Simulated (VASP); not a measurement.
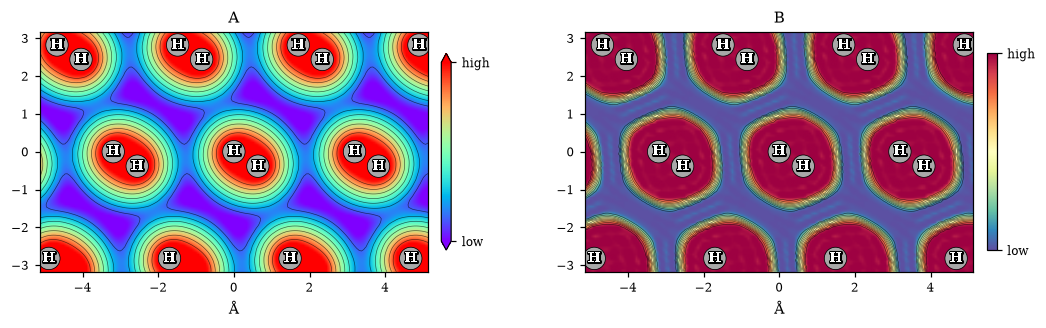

H: 2 fields on the (001) plane of the calculation cell, with unlabelled colour scales. Grey discs cover the atomic cores.

Space group Cmcm; a structure from a database of computed crystals, not necessarily the ambient phase; not relaxed (largest force 0.3 eV/Å).

These are results of Kohn-Sham DFT of a periodic cell, PBE, VASP PAW PBE potentials, recommended in VASP 6.6.1, not measurements.

Q: Match the panels to the quantities (electron localisation function and valence pseudo-density).

A: Panel A: valence pseudo-density. Panel B: electron localisation function. From the grid: H–H (0.74 Å): the density is about 1.9 e/Å³ at the midpoint; the ELF is about 1 at the midpoint.
